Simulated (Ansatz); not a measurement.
A series of calculations on Al

**1. Relaxation**

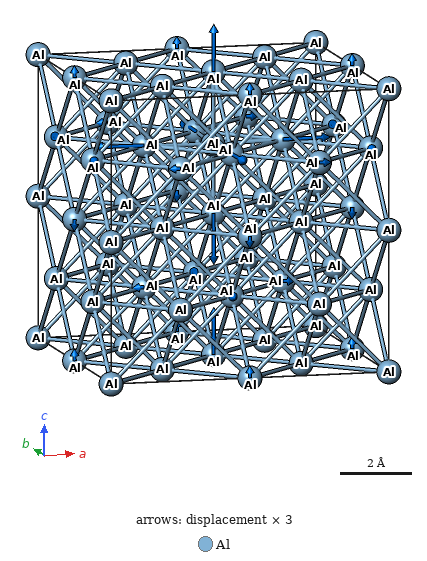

A relaxation of a defect cell of composition Al. The starting structure is drawn; blue arrows show the displacements, 3 times their true length.

Style: ball-and-stick. Shown: the cell of the calculation (origin shifted), slightly off an axis.

It is an interstitial Al in Fm-3m Al. The run prepares an end point of a later path (interstitial hop) calculation, from a guessed geometry.

Computed with DFT PBE, scalar-relativistic, plane waves, PAW in Ansatz. Settings: plane-wave cutoff 420 eV; k-point mesh 2 × 2 × 2; occupations gaussian; smearing width 0.1 eV; no spin polarisation; atoms relaxed in a fixed cell; force threshold 0.03 eV/Å; at most 60 steps.

Question: What did the optimiser do to the structure, and how much energy did it gain?

Answer: The atom that moves furthest is an Al atom (0.50 Å along −c). The lattice vectors keep their values. Among the contacts that change: Al–Al 2.865 → 3.567 Å, Al–Al 2.865 → 3.537 Å, Al–Al 1.981 → 2.498 Å, Al–Al 2.011 → 2.501 Å. Over 4 accepted moves (5 points after the start) the energy falls by 7.991 eV per cell of the calculation. Largest force component: 8.3 eV/Å at the start, 0.0092 eV/Å at the end. 1 step only repeated the SCF at the same geometry. Cost: 29 s on 2 threads of Intel(R) Xeon(R) Platinum 8488C (Sapphire Rapids), with other jobs on the host, peak memory 1.1 GiB.

Limits of the set-up: the k-point mesh is coarse for a cell with partly filled bands; the periodic images lie only 8.1 Å apart, so the values are limited by the cell's size.

**2. Relaxation**

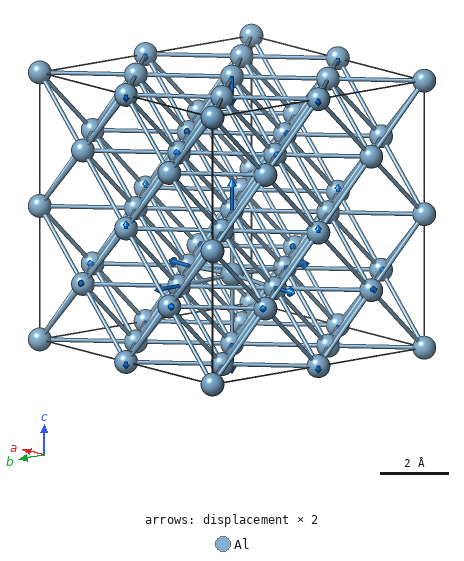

This is a relaxation of a defect cell of composition Al. The starting structure is drawn; blue arrows show the displacements, 2 times their true length.

Style: ball-and-stick. Shown: the cell of the calculation (origin shifted), from a free direction.

It is an interstitial Al in Fm-3m Al. The run prepares an end point of a later path (interstitial hop) calculation, from a guessed geometry.

Theory: Ansatz 0.2.0, DFT PBE, scalar-relativistic, plane waves, PAW. Settings: plane-wave cutoff 420 eV; k-point mesh 2 × 2 × 2; occupations gaussian; smearing width 0.1 eV; no spin polarisation; atoms relaxed in a fixed cell; force threshold 0.03 eV/Å; at most 60 steps.

### Describe the change and its energy.

Over 4 accepted moves (5 points after the start) the energy falls by 8.105 eV per cell of the calculation. The largest force component goes from 9.5 to 0.0082 eV/Å. 1 step only repeated the SCF at the same geometry. The largest move is that of an Al atom, 0.49 Å along +c. The cell doesn't change. Near-neighbour distances that change, for instance: Al–Al 2.865 → 3.553 Å, Al–Al 1.943 → 2.501 Å, Al–Al 1.996 → 2.505 Å, Al–Al 2.048 → 2.505 Å. Among the angles between lasting bonds that change: Al–Al–Al 175.1° → 179.3°, Al–Al–Al 93.4° → 90.3°, Al–Al–Al 87.1° → 89.6°.

Limits of the set-up: the k-point mesh is coarse for a cell with partly filled bands; the periodic images lie only 8.1 Å apart, so the values are limited by the cell's size.

**3. Path**

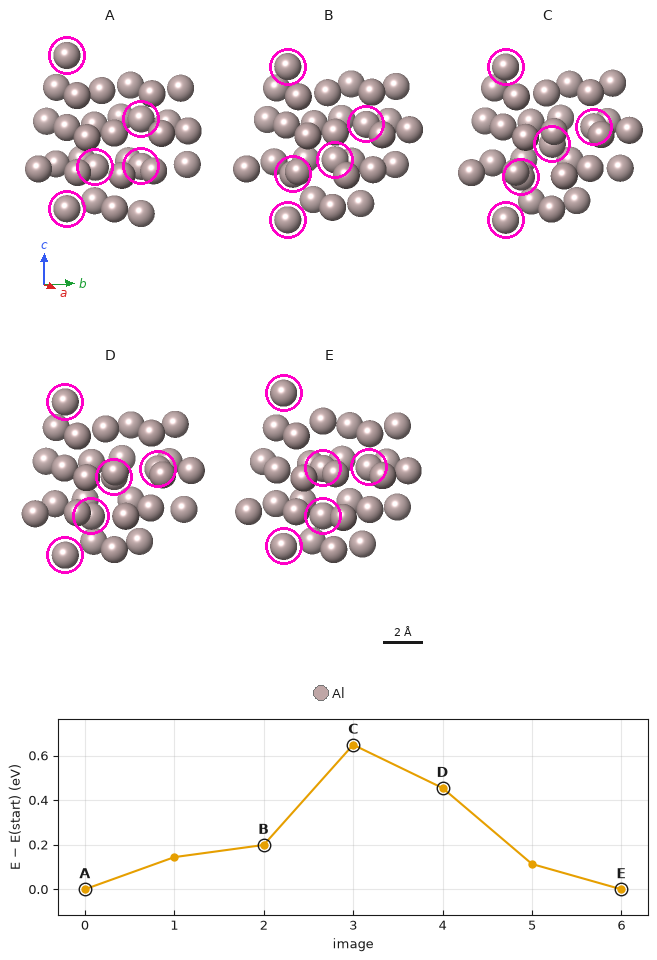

NEB run on Al with an interstitial Al (33 atoms in the cell). Images are numbered from 0 (start) to 6 (end). Frames A to E are images 0, 2, 3, 4, 6. The picture is a spheres-only view of the atoms within 5.0 Å of the middle of the path, seen slightly off an axis. The atoms that move most are ringed.

All numbers below come from Ansatz, DFT PBE, scalar-relativistic, plane waves, PAW. Run with plane-wave cutoff 420 eV; k-point mesh 2 × 2 × 2; Gaussian smearing 0.1 eV; 5 movable images; climbing image; force threshold 0.03 eV/Å; iteration limit 80; starting path by straight interpolation.

Q: Read off the barrier and say what moves.

A: The two ends have the same energy, and the highest point, image 3, lies 0.65 eV above the start. An Al atom travels furthest, 2.90 Å from end to end, along [0 −1 1], on a path that bends up to 0.71 Å away from the straight line. At the highest image its nearest neighbour (Al) is 2.38 Å away, against 2.50 Å at the start, and the surrounding atoms stand up to 0.93 Å off the mean of their end positions. The band converged in 31 iterations, with a climbing image at the top.

Limits of the set-up: the k-point mesh is coarse for a cell with partly filled bands; the periodic images lie only 8.1 Å apart, so the values are limited by the cell's size.

The run took 22 min on 2 threads of Intel(R) Xeon(R) Platinum 8488C (Sapphire Rapids) (shared host), peak memory 2.1 GiB.
